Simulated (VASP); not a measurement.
# Run report: MoS2, single-point calculation (part 2 of 3)

The same run, continued: MoS2 (R-3m, 6 atoms in the cell); Kohn-Sham DFT of a periodic cell, PBEsol, DFT+U, VASP PAW PBE potentials, recommended, spin-polarised (VASP 6.6.1); cutoff 520 eV, 8×8×4 k-mesh, Gaussian smearing of 0.05 eV, collinear spins. The structure derives from an entry of the Crystallography Open Database.

Geometry of the input (Å; fractional positions):
```
1.5855  0.9154  6.1150
-1.5855  0.9154  6.1150
0.0000  -3.6616  12.2300
Mo 0.0000  0.0000  0.0000
Mo -0.0000  -0.0000  0.5000
S  0.7500  0.7500  0.3750
S  0.2500  0.2500  0.1250
S  0.7500  0.7500  0.8750
S  0.2500  0.2500  0.6250
```

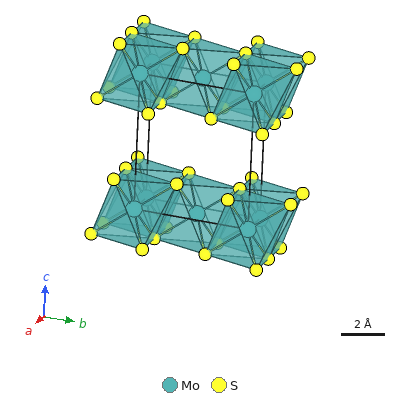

Figure 1. The structure as given in the input (polyhedral view of the reduced cell, seen slightly off an axis; polyhedra are completed across the faces of the cell).

**Parts of OUTCAR, continued**
```
  o =  0.3627  v =  0.0000  0.0000  0.0000  0.0000  0.0000  0.0000 -0.1449 -0.0000 -0.0000 -0.9894      0.0000  0.0000  0.0000  0.0000  0.0000  0.0000  0.0000  0.0000  0.0000  0.0000
  o =  0.3627  v =  0.0000  0.0000  0.0000  0.0000  0.0000 -0.9894  0.0000  0.0000 -0.1449  0.0000      0.0000  0.0000  0.0000  0.0000  0.0000  0.0000  0.0000  0.0000  0.0000  0.0000
  o =  0.3627  v =  0.0000 -0.1456 -0.0000 -0.0000 -0.9893  0.0000  0.0000  0.0000  0.0000  0.0000      0.0000  0.0000  0.0000  0.0000  0.0000  0.0000  0.0000  0.0000  0.0000  0.0000
  o =  0.3627  v = -0.9893  0.0000  0.0000 -0.1456  0.0000  0.0000  0.0000  0.0000  0.0000  0.0000      0.0000  0.0000  0.0000  0.0000  0.0000  0.0000  0.0000  0.0000  0.0000  0.0000
  o =  0.4034  v =  0.0000  0.0000  0.0000  0.0000  0.0000  0.0000 -0.0000  1.0000  0.0000 -0.0000      0.0000  0.0000  0.0000  0.0000  0.0000  0.0000  0.0000  0.0000  0.0000  0.0000
  o =  0.4036  v =  0.0000 -0.0000  1.0000  0.0000 -0.0000  0.0000  0.0000  0.0000  0.0000  0.0000      0.0000  0.0000  0.0000  0.0000  0.0000  0.0000  0.0000  0.0000  0.0000  0.0000
  o =  0.4296  v =  0.0000  0.0000  0.0000  0.0000  0.0000  0.0000 -0.9894 -0.0000  0.0000  0.1449      0.0000  0.0000  0.0000  0.0000  0.0000  0.0000  0.0000  0.0000  0.0000  0.0000
  o =  0.4296  v =  0.0000  0.0000  0.0000  0.0000  0.0000  0.1449  0.0000  0.0000 -0.9894  0.0000      0.0000  0.0000  0.0000  0.0000  0.0000  0.0000  0.0000  0.0000  0.0000  0.0000
  o =  0.4296  v =  0.1456  0.0000  0.0000 -0.9893  0.0000  0.0000  0.0000  0.0000  0.0000  0.0000      0.0000  0.0000  0.0000  0.0000  0.0000  0.0000  0.0000  0.0000  0.0000  0.0000
  o =  0.4296  v =  0.0000 -0.9893 -0.0000  0.0000  0.1456  0.0000  0.0000  0.0000  0.0000  0.0000      0.0000  0.0000  0.0000  0.0000  0.0000  0.0000  0.0000  0.0000  0.0000  0.0000

 number of electron      51.9999996 magnetization       0.0014251

 Free energy of the ion-electron system (eV)
  ---------------------------------------------------
  ext. energy  EPLUGINS =         0.00000000
  ---------------------------------------------------
  free energy    TOTEN  =       -39.17199747 eV

  energy without entropy =      -39.16777612  energy(sigma->0) =      -39.16988680

 E-fermi :   7.7616     XC(G=0): -11.0061     alpha+bet :-13.5546

 val. band max:        7.7306403330   @ k =  -0.3750   0.3750   0.2500
 cond. band min:       7.7750704263   @ k =   0.3750   0.0000   0.5000
 fundamental gap:      0.0444300934
 Fermi energy:         7.7616429744

 spin component 1

 k-point     1 :       0.0000    0.0000    0.0000
  band No.  band energies     occupation
      1     -54.1503      1.00000
      2     -54.1097      1.00000
      3     -28.5749      1.00000
      4     -28.2702      1.00000
      5     -28.2314      1.00000
      6     -28.1786      1.00000
      7     -28.1786      1.00000
      8     -28.1496      1.00000
      9      -7.4727      1.00000
     10      -5.8031      1.00000
     11      -5.7764      1.00000
     12      -4.8361      1.00000
     13       0.5908      1.00000
     14       0.5979      1.00000
     15       2.3543      1.00000
     16       2.4400      1.00000
     17       3.3959      1.00000
     18       3.5894      1.00000
     19       3.5894      1.00000
     20       4.8443      1.00000
     21       5.8095      1.00000
     22       5.9488      1.00000
     23       6.1159      1.00000
     24       6.5217      1.00000
     25       6.7143      1.00000
     26       6.7143      1.00000
     27       7.4909      1.00000
     28       7.4909      1.00000
     29       8.9059      0.00000
     30       9.7597      0.00000
     31      11.1706      0.00000
     32      11.1730      0.00000

 k-point     2 :       0.1250    0.0000    0.0000
  band No.  band energies     occupation
      1     -54.1444      1.00000
      2     -54.1097      1.00000
      3     -28.5436      1.00000
      4     -28.3029      1.00000
      5     -28.2382      1.00000
      6     -28.2194      1.00000
      7     -28.1921      1.00000
      8     -28.1497      1.00000
      9      -7.2155      1.00000
     10      -5.7588      1.00000
     11      -5.6796      1.00000
     12      -4.9726      1.00000
     13       0.9156      1.00000
     14       0.9974      1.00000
     15       1.9526      1.00000
     16       2.8024      1.00000
     17       3.0553      1.00000
     18       3.6450      1.00000
     19       3.7101      1.00000
     20       4.4828      1.00000
     21       4.7597      1.00000
     22       5.4058      1.00000
     23       6.0381      1.00000
     24       6.1281      1.00000
     25       6.6313      1.00000
     26       6.9219      1.00000
     27       7.8048      0.11126
     28       8.1816      0.00000
     29       8.8095      0.00000
     30       9.5418      0.00000
     31      10.3808      0.00000
     32      10.5750      0.00000

 k-point     3 :       0.2500    0.0000    0.0000
  band No.  band energies     occupation
      1     -54.1301      1.00000
      2     -54.1097      1.00000
      3     -28.4999      1.00000
      4     -28.3798      1.00000
      5     -28.3479      1.00000
      6     -28.2246      1.00000
      7     -28.1906      1.00000
      8     -28.1497      1.00000
      9      -6.5440      1.00000
     10      -5.6180      1.00000
     11      -5.4425      1.00000
     12      -5.2569      1.00000
     13       1.5210      1.00000
     14       1.5795      1.00000
     15       1.9478      1.00000
     16       2.5691      1.00000
     17       3.0638      1.00000
     18       3.3210      1.00000
     19       3.3535      1.00000
     20       3.7741      1.00000
     21       3.7959      1.00000
     22       4.6819      1.00000
     23       5.6669      1.00000
     24       5.7112      1.00000
     25       6.1930      1.00000
     26       7.7210      0.87481
     27       7.9379      0.00000
     28       8.3905      0.00000
     29       8.6740      0.00000
     30       9.4458      0.00000
     31      10.1125      0.00000
     32      10.7478      0.00000

 k-point     4 :       0.3750    0.0000    0.0000
  band No.  band energies     occupation
      1     -54.1157      1.00000
      2     -54.1097      1.00000
      3     -28.5436      1.00000
      4     -28.5183      1.00000
      5     -28.3029      1.00000
      6     -28.2569      1.00000
      7     -28.1616      1.00000
      8     -28.1497      1.00000
      9      -5.9188      1.00000
     10      -5.5795      1.00000
     11      -5.2302      1.00000
     12      -5.0943      1.00000
     13       0.8468      1.00000
     14       1.3467      1.00000
     15       1.9087      1.00000
     16       2.1758      1.00000
     17       3.0448      1.00000
     18       3.2034      1.00000
     19       3.3158      1.00000
     20       3.5326      1.00000
     21       4.3507      1.00000
     22       4.7115      1.00000
     23       4.9034      1.00000
     24       5.9111      1.00000
     25       5.9359      1.00000
     26       6.7627      1.00000
     27       8.5552      0.00000
     28       8.8187      0.00000
     29       9.2802      0.00000
     30       9.4174      0.00000
     31      10.8748      0.00000
     32      11.1058      0.00000

 k-point     5 :       0.5000    0.0000    0.0000
  band No.  band energies     occupation
      1     -54.1097      1.00000
      2     -54.1097      1.00000
      3     -28.5748      1.00000
      4     -28.5748      1.00000
      5     -28.2703      1.00000
      6     -28.2702      1.00000
      7     -28.1496      1.00000
      8     -28.1496      1.00000
      9      -5.7764      1.00000
     10      -5.6888      1.00000
     11      -4.9468      1.00000
     12      -4.8361      1.00000
     13       0.4171      1.00000
     14       0.5979      1.00000
     15       2.2740      1.00000
     16       2.3543      1.00000
     17       2.4400      1.00000
     18       3.0854      1.00000
     19       3.3959      1.00000
     20       3.4676      1.00000
     21       4.8327      1.00000
     22       4.8443      1.00000
     23       5.4878      1.00000
     24       5.8095      1.00000
     25       5.9024      1.00000
     26       6.1159      1.00000
     27       8.9059      0.00000
     28       8.9067      0.00000
     29       9.5474      0.00000
     30       9.7597      0.00000
     31      11.1680      0.00000
     32      11.6221      0.00000

 [... the levels of 18 k-points are left out ...]

 k-point    24 :       0.2500    0.0000    0.2500
  band No.  band energies     occupation
      1     -54.1343      1.00000
      2     -54.1055      1.00000
      3     -28.5026      1.00000
      4     -28.3954      1.00000
      5     -28.3319      1.00000
      6     -28.2224      1.00000
      7     -28.1987      1.00000
      8     -28.1413      1.00000
      9      -6.7221      1.00000
     10      -5.7039      1.00000
     11      -5.3248      1.00000
     12      -5.0016      1.00000
     13       1.4139      1.00000
     14       1.5467      1.00000
     15       1.8444      1.00000
     16       2.5400      1.00000
     17       2.6624      1.00000
     18       3.4534      1.00000
     19       3.5221      1.00000
     20       3.9593      1.00000
     21       4.1149      1.00000
     22       4.5891      1.00000
     23       4.8021      1.00000
     24       5.9963      1.00000
     25       6.7935      1.00000
     26       7.7751      0.35205
     27       8.1461      0.00000
     28       8.4963      0.00000
     29       8.6069      0.00000
     30       8.9279      0.00000
     31      10.3455      0.00000
     32      10.4344      0.00000

 [... further k-points ...]

 spin component 2

 k-point     1 :       0.0000    0.0000    0.0000
  band No.  band energies     occupation
      1     -54.1500      1.00000
      2     -54.1093      1.00000
      3     -28.5745      1.00000
      4     -28.2698      1.00000
      5     -28.2309      1.00000
      6     -28.1782      1.00000
      7     -28.1782      1.00000
      8     -28.1491      1.00000
      9      -7.4726      1.00000
     10      -5.8030      1.00000
     11      -5.7763      1.00000
     12      -4.8361      1.00000
     13       0.5911      1.00000
     14       0.5981      1.00000
     15       2.3543      1.00000
     16       2.4403      1.00000
     17       3.3961      1.00000
     18       3.5897      1.00000
     19       3.5897      1.00000
     20       4.8444      1.00000
     21       5.8100      1.00000
     22       5.9489      1.00000
     23       6.1160      1.00000
     24       6.5224      1.00000
     25       6.7150      1.00000
     26       6.7150      1.00000
     27       7.4909      1.00000
     28       7.4909      1.00000
     29       8.9066      0.00000
     30       9.7606      0.00000
     31      11.1705      0.00000
     32      11.1731      0.00000

 k-point     2 :       0.1250    0.0000    0.0000
  band No.  band energies     occupation
      1     -54.1440      1.00000
      2     -54.1093      1.00000
      3     -28.5432      1.00000
      4     -28.3025      1.00000
      5     -28.2378      1.00000
      6     -28.2190      1.00000
      7     -28.1917      1.00000
      8     -28.1492      1.00000
      9      -7.2155      1.00000
     10      -5.7588      1.00000
     11      -5.6796      1.00000
     12      -4.9726      1.00000
     13       0.9159      1.00000
     14       0.9977      1.00000
     15       1.9528      1.00000
     16       2.8026      1.00000
     17       3.0556      1.00000
     18       3.6451      1.00000
     19       3.7104      1.00000
     20       4.4829      1.00000
     21       4.7598      1.00000
     22       5.4062      1.00000
     23       6.0386      1.00000
     24       6.1283      1.00000
     25       6.6318      1.00000
     26       6.9223      1.00000
     27       7.8051      0.10939
     28       8.1819      0.00000
     29       8.8101      0.00000
     30       9.5426      0.00000
     31      10.3810      0.00000
     32      10.5752      0.00000

 k-point     3 :       0.2500    0.0000    0.0000
  band No.  band energies     occupation
      1     -54.1297      1.00000
      2     -54.1094      1.00000
      3     -28.4995      1.00000
      4     -28.3794      1.00000
      5     -28.3475      1.00000
      6     -28.2242      1.00000
      7     -28.1902      1.00000
      8     -28.1493      1.00000
      9      -6.5439      1.00000
     10      -5.6180      1.00000
     11      -5.4425      1.00000
     12      -5.2568      1.00000
     13       1.5212      1.00000
     14       1.5797      1.00000
     15       1.9480      1.00000
     16       2.5693      1.00000
     17       3.0639      1.00000
     18       3.3212      1.00000
     19       3.3537      1.00000
     20       3.7743      1.00000
     21       3.7961      1.00000
     22       4.6820      1.00000
     23       5.6672      1.00000
     24       5.7112      1.00000
     25       6.1936      1.00000
     26       7.7216      0.87128
     27       7.9383      0.00000
     28       8.3910      0.00000
     29       8.6744      0.00000
     30       9.4466      0.00000
     31      10.1127      0.00000
     32      10.7473      0.00000

 k-point     4 :       0.3750    0.0000    0.0000
  band No.  band energies     occupation
      1     -54.1153      1.00000
      2     -54.1093      1.00000
      3     -28.5432      1.00000
      4     -28.5179      1.00000
      5     -28.3025      1.00000
      6     -28.2565      1.00000
      7     -28.1612      1.00000
      8     -28.1492      1.00000
      9      -5.9187      1.00000
     10      -5.5795      1.00000
     11      -5.2302      1.00000
     12      -5.0942      1.00000
     13       0.8470      1.00000
     14       1.3469      1.00000
     15       1.9088      1.00000
     16       2.1759      1.00000
     17       3.0450      1.00000
     18       3.2035      1.00000
     19       3.3161      1.00000
     20       3.5328      1.00000
     21       4.3509      1.00000
     22       4.7116      1.00000
     23       4.9035      1.00000
     24       5.9116      1.00000
     25       5.9360      1.00000
     26       6.7631      1.00000
     27       8.5559      0.00000
     28       8.8193      0.00000
     29       9.2809      0.00000
     30       9.4182      0.00000
     31      10.8750      0.00000
     32      11.1060      0.00000

 k-point     5 :       0.5000    0.0000    0.0000
  band No.  band energies     occupation
      1     -54.1093      1.00000
      2     -54.1093      1.00000
      3     -28.5745      1.00000
      4     -28.5745      1.00000
      5     -28.2699      1.00000
      6     -28.2699      1.00000
      7     -28.1492      1.00000
      8     -28.1491      1.00000
      9      -5.7763      1.00000
     10      -5.6888      1.00000
     11      -4.9468      1.00000
     12      -4.8361      1.00000
     13       0.4173      1.00000
     14       0.5981      1.00000
     15       2.2740      1.00000
     16       2.3543      1.00000
     17       2.4403      1.00000
     18       3.0858      1.00000
     19       3.3961      1.00000
     20       3.4678      1.00000
     21       4.8328      1.00000
     22       4.8444      1.00000
     23       5.4883      1.00000
     24       5.8100      1.00000
     25       5.9024      1.00000
     26       6.1160      1.00000
     27       8.9066      0.00000
     28       8.9074      0.00000
     29       9.5482      0.00000
     30       9.7606      0.00000
     31      11.1682      0.00000
     32      11.6223      0.00000

 [... the levels of 18 k-points are left out ...]

 k-point    24 :       0.2500    0.0000    0.2500
  band No.  band energies     occupation
      1     -54.1339      1.00000
      2     -54.1051      1.00000
      3     -28.5022      1.00000
      4     -28.3951      1.00000
      5     -28.3315      1.00000
      6     -28.2220      1.00000
      7     -28.1983      1.00000
      8     -28.1409      1.00000
      9      -6.7220      1.00000
     10      -5.7039      1.00000
     11      -5.3247      1.00000
     12      -5.0016      1.00000
     13       1.4141      1.00000
     14       1.5469      1.00000
     15       1.8446      1.00000
     16       2.5402      1.00000
     17       2.6626      1.00000
     18       3.4536      1.00000
     19       3.5223      1.00000
     20       3.9594      1.00000
     21       4.1150      1.00000
     22       4.5894      1.00000
     23       4.8024      1.00000
     24       5.9965      1.00000
     25       6.7941      1.00000
     26       7.7756      0.34620
     27       8.1464      0.00000
     28       8.4969      0.00000
     29       8.6075      0.00000
     30       8.9286      0.00000
     31      10.3457      0.00000
     32      10.4346      0.00000

 [... further k-points ...]

------------------------ aborting loop because EDIFF is reached ----------------------------------------

  FORCE on cell =-STRESS in cart. coord.  units (eV):
  Direction    XX          YY          ZZ          XY          YZ          ZX
  --------------------------------------------------------------------------------------
  -------------------------------------------------------------------------------------
  Total        1.9047433      1.9046912      4.8256929      0.0000000     -0.0000212      0.0000000
  in kB       28.6548025     28.6540197     72.5973309      0.0000000     -0.0003187      0.0000000
  external PRESSURE =      43.3020510 kB  Pullay stress =       0.0000000 kB

 VOLUME and BASIS-vectors are now :
 -----------------------------------------------------------------------------
  energy-cutoff  :      520.00
  volume of cell :      106.50
      direct lattice vectors                 reciprocal lattice vectors
     1.585500290  0.915389020  6.114998250     0.315357874  0.182071953  0.054510781
    -1.585500290  0.915389020  6.114998250    -0.315357874  0.182071953  0.054510781
     0.000000000 -3.661556080 12.229996500     0.000000000 -0.182071953  0.027255391

 POSITION                                       TOTAL-FORCE (eV/Angst)
 -----------------------------------------------------------------------------------
      0.00000      0.00000      0.00000         0.000000      0.000000      0.000000
      0.00000     -1.83078      6.11500         0.000000      0.000000     -0.000000
      0.00000      0.00000     13.75875        -0.000000      0.000000      0.878415
      0.00000      0.00000      4.58625        -0.000000     -0.000000     -0.878415
      0.00000     -1.83078     19.87374        -0.000000      0.000000      0.878415
      0.00000     -1.83078     10.70125        -0.000000     -0.000000     -0.878415
 -----------------------------------------------------------------------------------
    total drift:                                0.000000      0.000000      0.000000

  FREE ENERGIE OF THE ION-ELECTRON SYSTEM (eV)
  ---------------------------------------------------
  free  energy   TOTEN  =       -39.1719974735 eV

  energy  without entropy=      -39.1677761173  energy(sigma->0) =      -39.16988680

 total charge

# of ion       s       p       d       tot
------------------------------------------
    1        2.312   6.239   3.920  12.471
    2        2.312   6.239   3.920  12.471
    3        1.360   2.327   0.000   3.686
    4        1.360   2.327   0.000   3.686
    5        1.360   2.327   0.000   3.686
    6        1.360   2.327   0.000   3.686
--------------------------------------------------
tot         10.063  21.784   7.840  39.687

 magnetization (x)

# of ion       s       p       d       tot
------------------------------------------
    1        0.000   0.000   0.000   0.000
    2        0.000   0.000   0.000   0.000
    3       -0.000  -0.000   0.000  -0.000
    4       -0.000  -0.000   0.000  -0.000
    5       -0.000  -0.000   0.000  -0.000
    6       -0.000  -0.000   0.000  -0.000
--------------------------------------------------
tot          0.000  -0.000   0.001   0.001
```

**CONTCAR**
```
MoS2
   1.00000000000000
     1.5855002899999999    0.9153890200000000    6.1149982500000002
    -1.5855002899999999    0.9153890200000000    6.1149982500000002
     0.0000000000000000   -3.6615560800000000   12.2299965000000004
  Mo              S
     2     4
Direct
     0.0000000000000000    0.0000000000000000    0.0000000000000000
     0.0000000000000000    0.0000000000000000    0.5000000000000000
     0.7500000000000000    0.7500000000000000    0.3750000000000000
     0.2500000000000000    0.2500000000000000    0.1250000000000000
     0.7500000000000000    0.7500000000000000    0.8750000000000000
     0.2500000000000000    0.2500000000000000    0.6250000000000000

  0.00000000E+00  0.00000000E+00  0.00000000E+00
  0.00000000E+00  0.00000000E+00  0.00000000E+00
  0.00000000E+00  0.00000000E+00  0.00000000E+00
  0.00000000E+00  0.00000000E+00  0.00000000E+00
  0.00000000E+00  0.00000000E+00  0.00000000E+00
  0.00000000E+00  0.00000000E+00  0.00000000E+00
```
